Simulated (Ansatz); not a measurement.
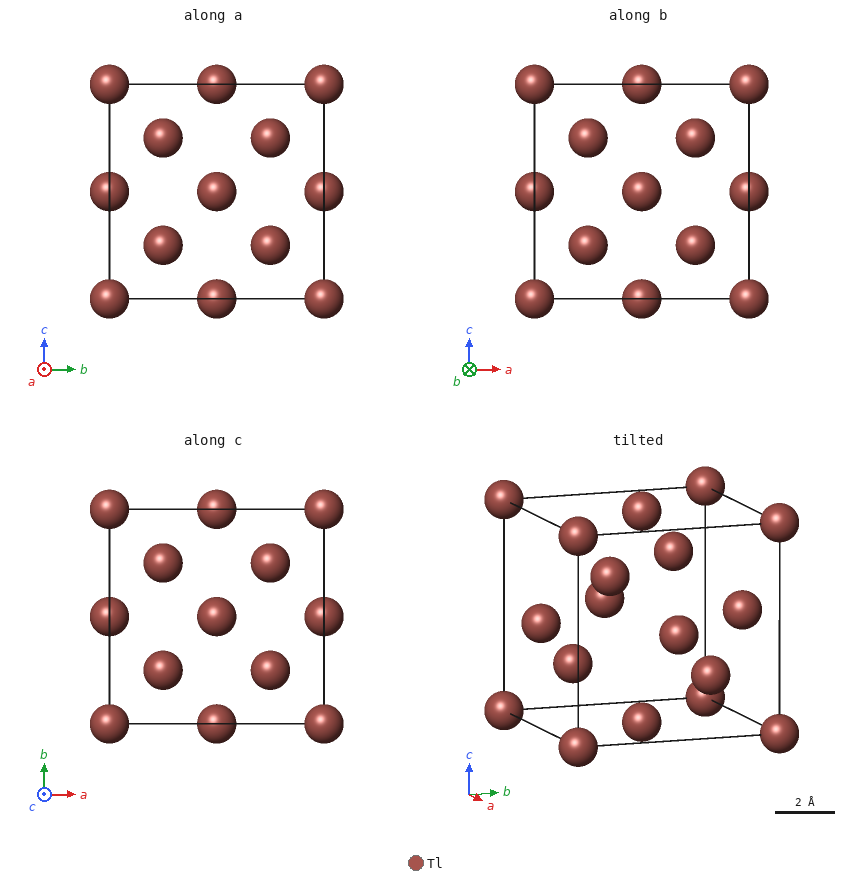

The figure gives a spheres-only picture of the atoms, viewed along the a axis, along the b axis, along the c axis and slightly off an axis. Lines trace the edges of the conventional unit cell.

Lattice parameters: a = 7.277 Å, b = 7.277 Å, c = 7.277 Å, α = 90.00°, β = 90.00°, γ = 90.00°. Put a along x and b in the xy plane.

Give the structure in the form of a POSCAR file.

Answer.
```
Tl
1.0
     7.277    0.000    0.000
     0.000    7.277    0.000
     0.000    0.000    7.277
Tl
8
Direct
  0.7500 0.7500 0.2500
  0.0000 0.5000 0.5000
  0.7500 0.2500 0.7500
  0.0000 0.0000 0.0000
  0.2500 0.7500 0.7500
  0.5000 0.5000 0.0000
  0.2500 0.2500 0.2500
  0.5000 0.0000 0.5000
```

It goes back to a structure type filled with this element by a generator (whether the element takes this form wasn't checked). Earlier steps of the study may have refined or changed the cell and positions. It was the input of a calculation with Ansatz.
